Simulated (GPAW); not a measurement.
## honeycomb PAs monolayer: simulated STM images

Aim: Tersoff-Hamann images of honeycomb PAs monolayer at several biases.

Calculated with GPAW 26.7.0; GPAW, PAW setups; layer in a repeated cell with vacuum, relaxation of atoms and in-plane cell, in the first sound run; inputs show where later runs differ.

## 1. Starting point

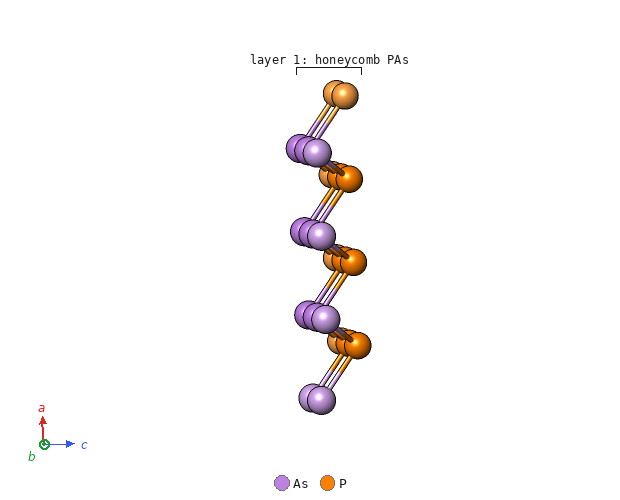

The starting structure, seen from the side, with the c axis across the page (arsenic purple, phosphorus orange). 3×2×1 cells are drawn. Some periodic images of atoms are drawn too.

The cell holds 2 atoms: 1 As and 1 P. Cell: a = 3.440 Å, b = 3.440 Å, c = 17.320 Å, α = 90.0°, β = 90.0°, γ = 120.0°. Vacuum lies along c.

Coordinates:

```cif
data_structure
_symmetry_space_group_name_H-M 'P 1'
_symmetry_Int_Tables_number 1
_cell_length_a 3.4400
_cell_length_b 3.4400
_cell_length_c 17.3200
_cell_angle_alpha 90.000
_cell_angle_beta 90.000
_cell_angle_gamma 120.000
_cell_volume 177.50
loop_
_atom_site_label
_atom_site_type_symbol
_atom_site_fract_x
_atom_site_fract_y
_atom_site_fract_z
_atom_site_occupancy
As1 As 0.66667 0.33333 0.46189 1
P2 P 0.33333 0.66667 0.53811 1
```

## 2. Relaxation

The atoms are relaxed first, since the surface dipole, and with it the work function, follows the positions of the outer layers.

Input file run.py:

```python
import json
import numpy as np
from ase import Atoms
from ase.filters import FrechetCellFilter
from ase.optimize import BFGS
from gpaw import GPAW, PW

slab = Atoms(
    ['As', 'P'],
    positions=[
        [1.72000, 0.99304, 8.00000],
        [-0.00000, 1.98608, 9.32000]],
    cell=[[3.44, 0.0, 0.0], [-1.72, 2.97913, 0.0], [0.0, 0.0, 17.32]],
    pbc=[True, True, True])

slab.calc = GPAW(mode=PW(600), xc='PBE', kpts={'size': (9, 9, 1), 'gamma': True},
                 occupations={'name': 'fermi-dirac', 'width': 0.05}, nbands='160%',
                 convergence={'density': 1e-05}, maxiter=200,
                 symmetry={'tolerance': 1e-3}, txt='slab.txt')
result = {}
# The in-plane cell is free; stress needs a cell that repeats along all three vectors
path = []
opt = BFGS(FrechetCellFilter(slab, mask=[1, 1, 0, 0, 0, 1]), maxstep=0.2)
opt.attach(lambda: path.append((slab.get_potential_energy(), slab.positions.tolist(), slab.get_forces().tolist())))
result['relaxed'] = bool(opt.run(fmax=0.02, steps=45))
result['path'] = path
result['cell'] = slab.cell.tolist()
print('in-plane lattice', slab.cell.cellpar().round(4)[[0, 1, 5]])
energy = slab.get_potential_energy()
fermi = slab.calc.get_fermi_level()
v = slab.calc.get_electrostatic_potential().mean((0, 1)) - fermi
n = slab.calc.get_pseudo_density().mean((0, 1))
L = slab.cell[2, 2]
z = np.arange(len(v)) * L / len(v)
low, high = slab.positions[:, 2].min(), slab.positions[:, 2].max()
below, above = np.interp([low - 5.8, high + 5.8], z, v)
slopes = [np.interp(x, z, np.gradient(v, z)) for x in (low - 5.8, high + 5.8)]
eps = np.array([[slab.calc.get_eigenvalues(k, s) for k in range(len(slab.calc.get_ibz_k_points()))]
                for s in range(slab.calc.get_number_of_spins())]) - fermi
top, bottom = eps[eps < 0].max(), eps[eps > 0].min()
dipole = slab.get_dipole_moment()[2]
print(f'energy {energy:.4f} eV, Fermi level {fermi:.4f} eV, dipole {dipole:.5f} e A')
print(f'potential 5.8 A off the faces, from the Fermi level: lower {below:.4f} eV, upper {above:.4f} eV')
print(f'slope of the potential there: lower {slopes[0]:.5f}, upper {slopes[1]:.5f} eV/A')
print(f'nearest levels on the mesh: {top:.4f} and {bottom:.4f} eV')
print('magnetic moment', round(slab.get_magnetic_moment(), 3))
result.update(energy=energy, fermi=fermi, dipole=dipole, below=below, above=above, slopes=slopes, edges=[top, bottom],
              z=z.tolist(), v=v.tolist(), n=n.tolist(), positions=slab.positions.tolist(),
              forces=slab.get_forces(apply_constraint=False).tolist(), moments=slab.get_magnetic_moments().tolist())
json.dump(result, open('result.json', 'w'))
```

On the command line:

```bash
OMP_NUM_THREADS=1 OPENBLAS_NUM_THREADS=1 python run.py
```

The log of the run:

```text
Step          Energy          fmax
BFGS:    0       -9.894842        0.144852
BFGS:    1       -9.895583        0.108375
BFGS:    2       -9.896277        0.044456
BFGS:    3       -9.896375        0.042308
BFGS:    4       -9.896506        0.012606
in-plane lattice [  3.4581   3.4581 120.    ]
energy -9.8965 eV, Fermi level -2.3192 eV, dipole -0.03647 e A
potential 5.8 A off the faces, from the Fermi level: lower 4.8204 eV, upper 4.9822 eV
slope of the potential there: lower -0.03679, upper -0.03679 eV/A
nearest levels on the mesh: -0.8973 and 0.9390 eV
magnetic moment 0.0
```

Wall time 32 s (1 thread of Arm Neoverse V2, shared host); peak memory 0.24 GiB.

This step gave:

```yaml
dipole_along_the_normal: -0.03647 e·Å
levels_nearest_the_fermi_level_on_the_mesh: -0.8973, 0.9390 eV from the Fermi level
```

The electrostatic potential energy of an electron (without an applied field's), less the Fermi level, planar mean by z:

```
z (Å)  electrostatic potential energy of an electron (without an applied field's), less the Fermi level, planar mean (eV)
    0                                                                                                                4.90
    2                                                                                                                4.83
    4                                                                                                                4.75
    6                                                                                                                4.49
    8                                                                                                               -15.9
   10                                                                                                              -0.811
   12                                                                                                                5.07
   14                                                                                                                5.02
   16                                                                                                                4.95
```

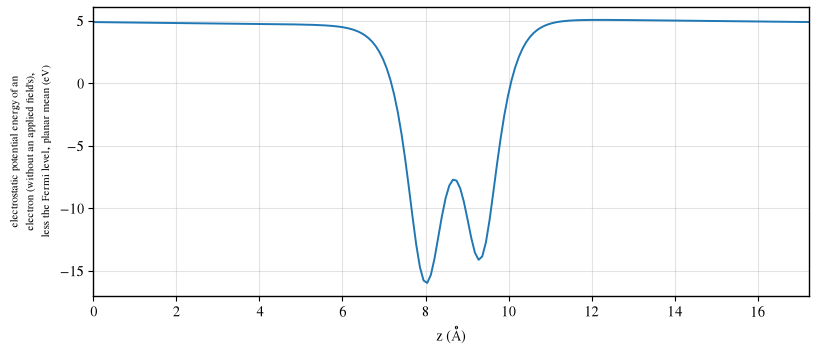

Electrostatic potential energy of an electron (without an applied field's), less the Fermi level, planar mean against z.

The pseudo valence density, planar mean by z:

```
z (Å)  pseudo valence density, planar mean (e/Å³)
    4                                      3.6e-5
    5                                      5.1e-4
    6                                     0.00772
    7                                       0.115
    8                                       0.183
    9                                       0.369
   10                                       0.197
   11                                      0.0166
   12                                      9.6e-4
   13                                      6.2e-5
   14                                      3.7e-6
```

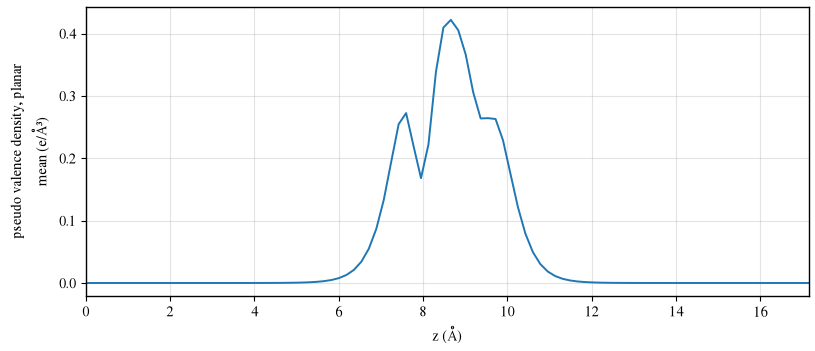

Pseudo valence density, planar mean, plotted against z.

The relaxation lowered the energy of the cell by 0.00166 eV (energies extrapolated to zero smearing; the optimiser's log prints free energies). The largest force left on a free atom is 0.013 eV/Å.

## 3. Plane waves, PBE

With the geometry fixed, the planar mean of the potential gives the vacuum level on each side.

This step: GPAW, PAW setups; slab in vacuum (GPAW 26.7.0).

Input file run.py:

```python
import json
import numpy as np
from ase import Atoms
from ase.dft.stm import STM
from gpaw import GPAW, PW

slab = Atoms(
    ['As', 'P'],
    positions=[
        [1.72905, 0.99826, 8.00000],
        [0.00000, 1.99653, 9.32325]],
    cell=[[3.4581, 0.0, 0.0], [-1.72905, 2.9948, 0.0], [0.0, 0.0, 17.3232]],
    pbc=[True, True, False])

slab.calc = GPAW(mode=PW(400), xc='PBE', kpts={'size': (9, 9, 1), 'gamma': True},
                 occupations={'name': 'fermi-dirac', 'width': 0.05}, nbands='160%',
                 convergence={'density': 1e-05}, maxiter=200,
                 poissonsolver={'dipolelayer': 'xy'},
                 symmetry={'tolerance': 1e-3}, txt='slab.txt')
result = {}
energy = slab.get_potential_energy()
fermi = slab.calc.get_fermi_level()
v = slab.calc.get_electrostatic_potential().mean((0, 1)) - fermi
n = slab.calc.get_pseudo_density().mean((0, 1))
L = slab.cell[2, 2]
z = np.arange(len(v)) * L / len(v)
low, high = slab.positions[:, 2].min(), slab.positions[:, 2].max()
below, above = np.interp([low - 5.8, high + 5.8], z, v)
slopes = [np.interp(x, z, np.gradient(v, z)) for x in (low - 5.8, high + 5.8)]
eps = np.array([[slab.calc.get_eigenvalues(k, s) for k in range(len(slab.calc.get_ibz_k_points()))]
                for s in range(slab.calc.get_number_of_spins())]) - fermi
top, bottom = eps[eps < 0].max(), eps[eps > 0].min()
dipole = slab.get_dipole_moment()[2]
print(f'energy {energy:.4f} eV, Fermi level {fermi:.4f} eV, dipole {dipole:.5f} e A')
print(f'potential 5.8 A off the faces, from the Fermi level: lower {below:.4f} eV, upper {above:.4f} eV')
print(f'slope of the potential there: lower {slopes[0]:.5f}, upper {slopes[1]:.5f} eV/A')
print(f'nearest levels on the mesh: {top:.4f} and {bottom:.4f} eV')
print('magnetic moment', round(slab.get_magnetic_moment(), 3))
result.update(energy=energy, fermi=fermi, dipole=dipole, below=below, above=above, slopes=slopes, edges=[top, bottom],
              z=z.tolist(), v=v.tolist(), n=n.tolist(), positions=slab.positions.tolist(),
              forces=slab.get_forces(apply_constraint=False).tolist(), moments=slab.get_magnetic_moments().tolist())

# Images need the states of the whole zone, up to time reversal
slab.calc = slab.calc.fixed_density(symmetry={'point_group': False}, txt='states.txt', nbands='250%',
                                    convergence={'bands': 'CBM+1.8'})
stm = STM(slab)
result['stm'] = []
for bias in [-2.0, -1.0, 1.5]:
    height = high + 3.5
    current = stm.get_averaged_current(bias, height)
    x, y, h = stm.scan(bias, current)
    i, f = divmod(height / L * stm.ldos.shape[2], 1)
    I = abs((1 - f) * stm.ldos[:, :, int(i)] + f * stm.ldos[:, :, int(i) + 1])
    print(f'bias {bias} V: mean current at 3.5 A {current:.4e}, corrugation {np.ptp(h):.4f} A')
    result['stm'].append(dict(bias=bias, current=current, h=(h - high).tolist(), I=I.tolist()))
json.dump(result, open('result.json', 'w'))
```

The log of the run:

```text
energy -9.8941 eV, Fermi level -2.3177 eV, dipole -0.02833 e A
potential 5.8 A off the faces, from the Fermi level: lower 4.6524 eV, upper 5.1472 eV
slope of the potential there: lower -0.00001, upper -0.00000 eV/A
nearest levels on the mesh: -0.9006 and 0.9355 eV
magnetic moment 0.0
bias -2.0 V: mean current at 3.5 A 3.9512e-05, corrugation 0.2359 A
bias -1.0 V: mean current at 3.5 A 9.0496e-10, corrugation 13.0276 A
bias 1.5 V: mean current at 3.5 A 1.2894e-05, corrugation 0.1439 A
```

Run time: 15 s. Hardware: 1 thread; peak memory 0.22 GiB.

Numbers from this step:

* dipole along the normal: -0.02833 e·Å
* levels nearest the Fermi level on the mesh: -0.9006, 0.9355 eV from the Fermi level
* upper work function: 5.147 eV
* lower work function: 4.652 eV
* corrugation -2: 0.2359 Å
* corrugation 1.5: 0.1439 Å
* upper ionisation energy: 6.048 eV

Table of electrostatic potential energy of an electron (without an applied field's), less the Fermi level, planar mean by z:

```
z (Å)  electrostatic potential energy of an electron (without an applied field's), less the Fermi level, planar mean (eV)
    0                                                                                                                4.90
    2                                                                                                                4.65
    4                                                                                                                4.65
    6                                                                                                                4.46
    8                                                                                                               -15.9
   10                                                                                                              -0.865
   12                                                                                                                5.13
   14                                                                                                                5.15
   16                                                                                                                5.15
```

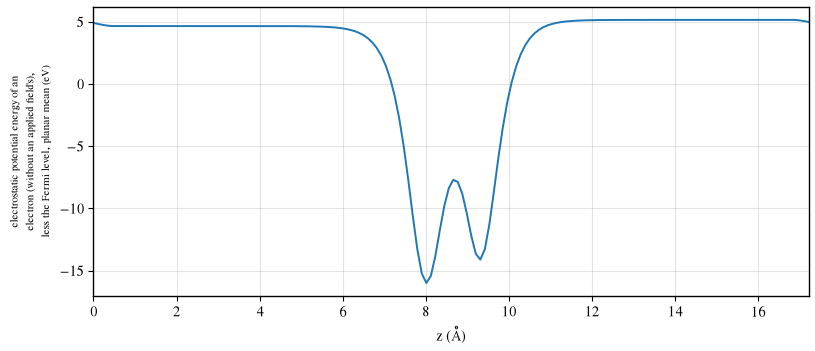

Electrostatic potential energy of an electron (without an applied field's), less the Fermi level, planar mean against z.

Table of pseudo valence density, planar mean by z:

```
z (Å)  pseudo valence density, planar mean (e/Å³)
    4                                      3.7e-5
    5                                      5.2e-4
    6                                     0.00797
    7                                       0.115
    8                                       0.175
    9                                       0.366
   10                                       0.199
   11                                      0.0168
   12                                      9.8e-4
   13                                      5.7e-5
   14                                      4.3e-6
```

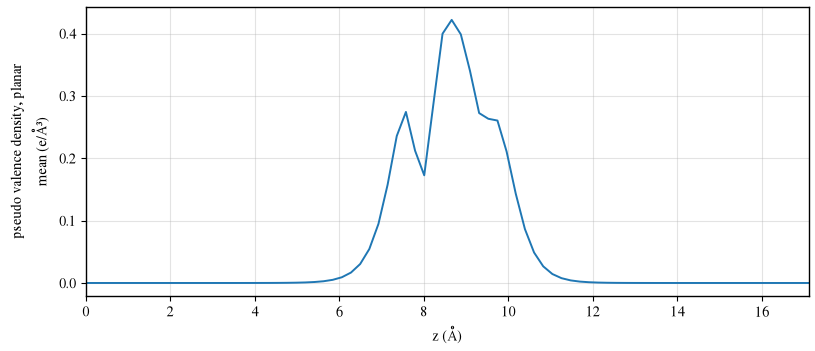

Pseudo valence density, planar mean, plotted against z.

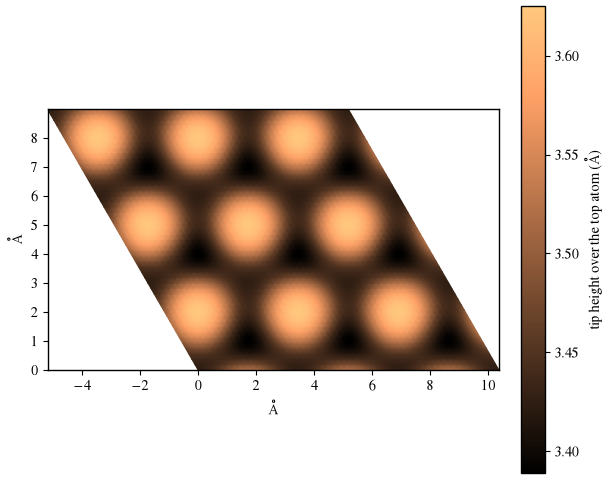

Tip height over the top atom over a1 and a2. Sample bias -2 V, constant current at the mean current 3.5 Å over the top atom. The cell is repeated, with its origin at the lower left corner.

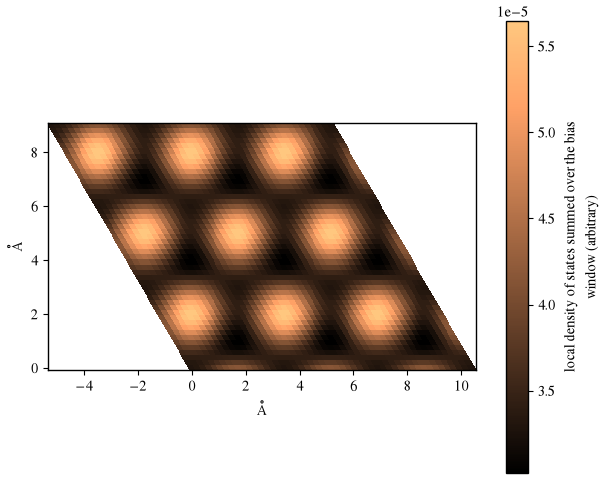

Local density of states summed over the bias window over a1 and a2. Sample bias -2 V, constant height 3.5 Å over the top atom. The cell is repeated, with its origin at the lower left corner.

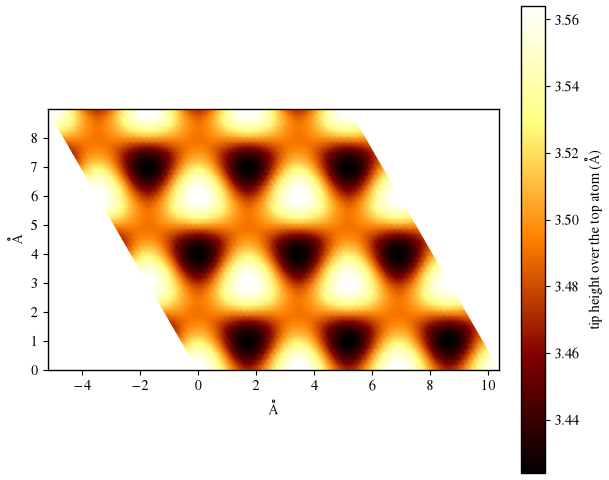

Tip height over the top atom over a1 and a2. Sample bias 1.5 V, constant current at the mean current 3.5 Å over the top atom. The cell is repeated, with its origin at the lower left corner.

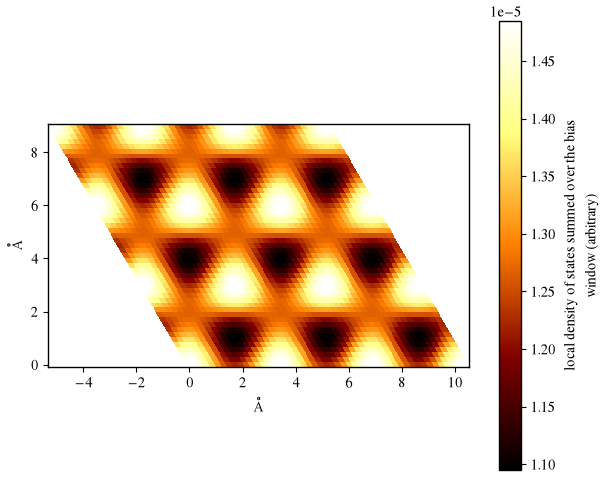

Local density of states summed over the bias window over a1 and a2. Sample bias 1.5 V, constant height 3.5 Å over the top atom. The cell is repeated, with its origin at the lower left corner.

The layer is gapped, so the Fermi level lies somewhere inside the gap, set by smearing and numerics, and these work functions are no property of the material; the band edges below the vacuum level are. The potential is flat to 9.0e-6 eV/Å where it is read, so the vacuum is wide enough. At -1 V the search found no usable constant-current contour near the set height, so the printed corrugation is no image; it is left out.

## 4. A changed run

One more run, with changed settings.

run.py, as its differences from that of step 3:

```diff
@@ -3,3 +3,2 @@
 from ase import Atoms
-from ase.dft.stm import STM
 from gpaw import GPAW, PW
@@ -12,3 +11,3 @@
     cell=[[3.4581, 0.0, 0.0], [-1.72905, 2.9948, 0.0], [0.0, 0.0, 17.3232]],
-    pbc=[True, True, False])
+    pbc=[True, True, True])
 
@@ -16,3 +15,3 @@
                  occupations={'name': 'fermi-dirac', 'width': 0.05}, nbands='160%',
-                 convergence={'density': 1e-05}, maxiter=200,
+                 convergence={'density': 1e-05}, maxiter=50,
                  poissonsolver={'dipolelayer': 'xy'},
@@ -41,16 +40,2 @@
               forces=slab.get_forces(apply_constraint=False).tolist(), moments=slab.get_magnetic_moments().tolist())
-
-# Images need the states of the whole zone, up to time reversal
-slab.calc = slab.calc.fixed_density(symmetry={'point_group': False}, txt='states.txt', nbands='250%',
-                                    convergence={'bands': 'CBM+1.8'})
-stm = STM(slab)
-result['stm'] = []
-for bias in [-2.0, -1.0, 1.5]:
-    height = high + 3.5
-    current = stm.get_averaged_current(bias, height)
-    x, y, h = stm.scan(bias, current)
-    i, f = divmod(height / L * stm.ldos.shape[2], 1)
-    I = abs((1 - f) * stm.ldos[:, :, int(i)] + f * stm.ldos[:, :, int(i) + 1])
-    print(f'bias {bias} V: mean current at 3.5 A {current:.4e}, corrugation {np.ptp(h):.4f} A')
-    result['stm'].append(dict(bias=bias, current=current, h=(h - high).tolist(), I=I.tolist()))
 json.dump(result, open('result.json', 'w'))
```

The log of the run:

```text
AssertionError
```

Elapsed: 0.69 s, on 1 thread; peak memory 0.12 GiB.

The input was rejected at the start.

The fault put into the input: a dipole layer in a cell that repeats along the normal (pbc_z = true).

## 5. What came out

| Property | Result |
| --- | --- |
| work function, upper and lower face (Fermi level placed in the gap by the smearing) | 5.147 and 4.652 eV |
| ionisation energy from the upper face (highest filled level on the mesh) | 6.05 eV |
| electron affinity from the upper face (lowest empty Kohn-Sham level on the mesh) | 4.21 eV |
| dipole along the normal | -0.0283 e Å |
| corrugation at -2 V | 0.236 Å |
| corrugation at 1.5 V | 0.144 Å |

In words: The corrugation at constant current is largest at -2 V, where the tip height varies by 0.24 Å over the cell. Negative sample bias images filled states, positive bias empty ones. The two faces differ by 0.49 eV, the step that the slab's dipole makes (e p/(ε0 A) gives 0.49 eV), so the dipole layer is needed. The levels nearest the Fermi level on the mesh lie 1.84 eV apart, so the slab is gapped there: the smearing puts the Fermi level inside the gap, and from either face the ionisation energy is the work function plus 0.90 eV. Both are Kohn-Sham levels on the mesh, and semilocal gaps are too small, so the affinity tends to come out too large and the ionisation energy too small. The images are of Tersoff-Hamann type: an s-wave tip, no tip-sample forces, heights closer than in a microscope. The relaxation of atoms and cell ran in a fully periodic cell without the dipole layer, so the atoms of this polar layer felt a small spurious field. Biases count from a Fermi level whose place in the gap is arbitrary, so only their reach past the band edges has a meaning. The layer's cell and atoms come from the relaxation; spin-orbit coupling and temperature are left out.

[Logs are printed without paths, hosts, clocks, repeated set-up lines and the standing remarks that a program may print on its own settings, such as how far it seeks lower states.]

[Hosts, paths, dates, database ids (printed as entryN), source tags and the programs' standing remarks are cut or masked in the printed files.]
